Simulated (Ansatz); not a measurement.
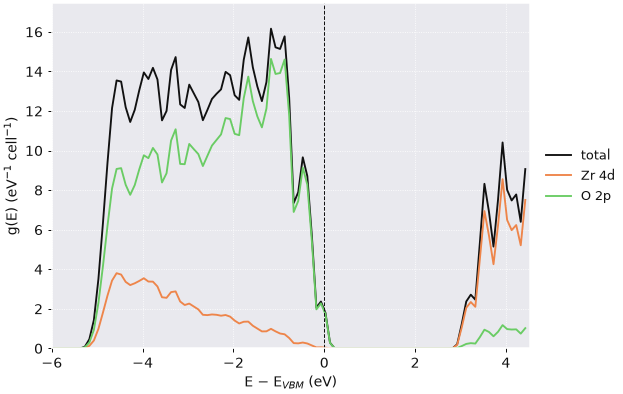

Density of states. Energies are counted from the top of the valence band. The partial curves are projected on Löwdin-orthogonalised atomic shells.

This input was run:

```
crystal:
  lattice:
    - [7.335022, -0.285994, 0.756561]
    - [-0.194704, 5.324954, 0.047507]
    - [0.826745, 0.011019, 5.073346]
  atoms:
    - { symbol: Zr, position: [0.9775966333, 0.4602803348, 0.3971602464] }
    - { symbol: Zr, position: [0.199976931, 0.9811635604, 0.4372218007] }
    - { symbol: Zr, position: [0.5827726657, 0.5197655275, 0.2423973762] }
    - { symbol: Zr, position: [0.3158700197, 0.5327058497, 0.8479070388] }
    - { symbol: Zr, position: [0.6617943547, 0.0162455859, 0.6499234588] }
    - { symbol: O, position: [0.1641294919, 0.7421524574, 0.1554918886] }
    - { symbol: O, position: [0.5360539173, 0.7670142715, 0.9610623618] }
    - { symbol: O, position: [0.7818722079, 0.7177193724, 0.3917421924] }
    - { symbol: O, position: [0.7472219158, 0.2494954001, 0.3076888116] }
    - { symbol: O, position: [0.4363795446, 0.8110246314, 0.5171743279] }
    - { symbol: O, position: [0.1674587618, 0.259571425, 0.1311032025] }
    - { symbol: O, position: [0.0865121872, 0.6479654492, 0.6768025641] }
    - { symbol: O, position: [0.5528675139, 0.308287685, 0.8970068297] }
    - { symbol: O, position: [0.9479816557, 0.124295143, 0.6330466372] }
    - { symbol: O, position: [0.3662584787, 0.304842035, 0.504397998] }
basis:
  ecutwfc: 420
kpoints:
  mp_grid: { grid: [3, 4, 5] }
hamiltonian:
  xc: pbesol
scf:
  occupations: { method: gaussian, width: 0.02 }
  n_extra_bands: 8
output:
  forces: true
  stress: true
  eigenvalues: true
  populations: true
  dos:
    method: { smearing: { sigma: 0.1, scheme: gaussian } }
    projected: true
    de: 0.02
  write_density: true
  write_potential: true
  elf: true
  volumetric_format: npy
```

Launched with:
```bash
ansatz run input.yaml --threads 2 --pin off --max-ram 5120MiB --backend cpu --events-out ev --progress --plain --runs-dir out
```

> Is there a gap at the Fermi level, and how wide?

There is a gap; over the k points computed it is 3.05 eV.

> Which states form the band edges?

By projected weight, the top eV of the valence band is O 2p almost alone; the bottom eV of the conduction band is Zr 4d (85 %). The gap is of charge-transfer type, from anion p to metal d states.

> How wide is the upper valence band?

The upper group of valence states starts about 5.3 eV under the valence-band top, with a gap beneath it; it holds about 60 electrons a cell.
